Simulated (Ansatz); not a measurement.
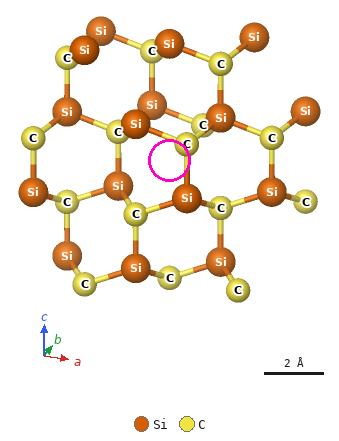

Perfect SiC. The picture is a ball-and-stick view of the atoms within 5.4 Å of one point, in a slice 3.4 Å thick across the line of sight, seen slightly off an axis.

All numbers below come from DFT, PBEsol, PAW, plane waves (Ansatz). (plane-wave cutoff 420 eV; k-point mesh 1 × 1 × 1; mesh shifted by (0.25, 0.25, 0.25); collinear spin) Fermi-Dirac smearing of 0.01 eV. A uniform background neutralises the charged cell. The axes drawn are those of the host's conventional cell.

An extra carbon atom is put between the host's atoms (an interstitial) at the ringed place, in charge state +1. The supercell has 256 sites, and the atoms are relaxed at the host's cell.

### How do the neighbours respond?

The C atom starts with 6 C at 2.01 to 2.38 Å, 6 Si at 2.01 to 2.38 Å around its place and ends with 2 C at 1.58 Å. Of the host's atoms, a silicon atom moves furthest from its site, by 0.24 Å. The C atom itself moves 0.63 Å from where it was put. The cell's net moment is 1.00 μB.

The relaxed defect, seen from the same direction:

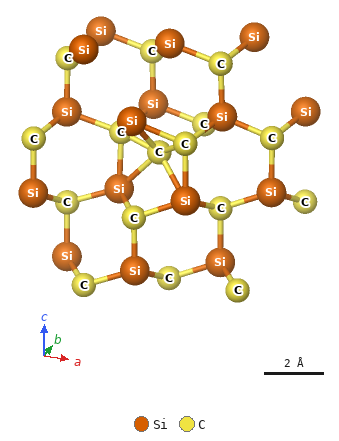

Limits of the set-up: the cell is charged, on a uniform background, and energies carry no finite-size correction.
